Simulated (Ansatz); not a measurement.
Si₁₇C₁₆ (cell with a defect)

```
CELL_PARAMETERS angstrom
6.18387 0.00000 0.00000
-3.09194 5.35539 0.00000
0.00000 0.00000 10.14858
ATOMIC_POSITIONS crystal
Si 0.18153 0.36082 0.25907
Si 0.16766 0.33417 0.74652
Si 0.17506 0.82445 0.26074
Si 0.16720 0.83238 0.74701
Si 0.66760 0.33191 0.25549
Si 0.66734 0.33224 0.74598
Si 0.63882 0.81809 0.25909
Si 0.66540 0.83192 0.74652
Si 0.33483 0.16734 0.49956
Si 0.33693 0.16985 0.99121
Si 0.33293 0.66662 0.50296
Si 0.33283 0.66681 0.99384
Si 0.83306 0.16652 0.49928
Si 0.83441 0.16521 0.99109
Si 0.83221 0.66471 0.49956
Si 0.82982 0.66278 0.99118
C 0.16803 0.33542 0.44002
C 0.17015 0.33920 0.93179
C 0.16699 0.83258 0.44111
C 0.16893 0.83072 0.93260
C 0.66694 0.33259 0.43928
C 0.66823 0.33142 0.93116
C 0.66414 0.83154 0.44003
C 0.66040 0.82948 0.93177
C 0.34958 0.18395 0.18752
C 0.33319 0.16609 0.68595
C 0.32978 0.66987 0.18280
C 0.33330 0.66627 0.68550
C 0.83160 0.16807 0.18792
C 0.83413 0.16545 0.68537
C 0.81565 0.65003 0.18752
C 0.83349 0.66638 0.68595
Si 0.00399 0.99559 0.14238
```

All numbers below come from Ansatz 0.2.0, DFT PBE, scalar-relativistic, plane waves, PAW.

What will maps of the valence pseudo-density and electron localisation function show?

Answer. Si–C (1.84 Å): ρ at the midpoint is about 0.95 e/Å³; the ELF peaks at about 0.95 between the atoms.
Si–C (1.88 Å): ρ is about 0.89 e/Å³ halfway; the ELF peaks at about 0.95 between the atoms.
Si–C (1.89 Å): ρ at the midpoint is about 0.89 e/Å³; the ELF peaks at about 0.95 between the atoms.
Si–C (1.98 Å): ρ is about 0.75 e/Å³ halfway; the ELF peaks at about 0.90 between the atoms.

Does the calculation make it a metal, or give it a gap?

Answer. It is gapless in this calculation (a metal or semimetal).

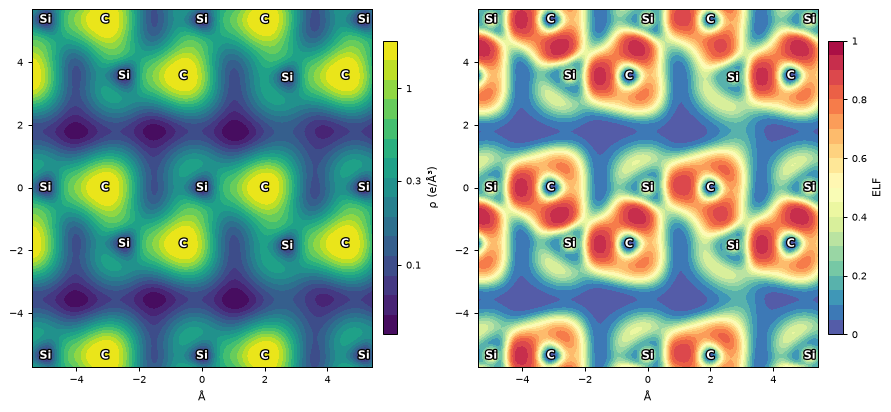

Computed valence pseudo-density and electron localisation function on the (110) plane of the calculation cell, in this order. 
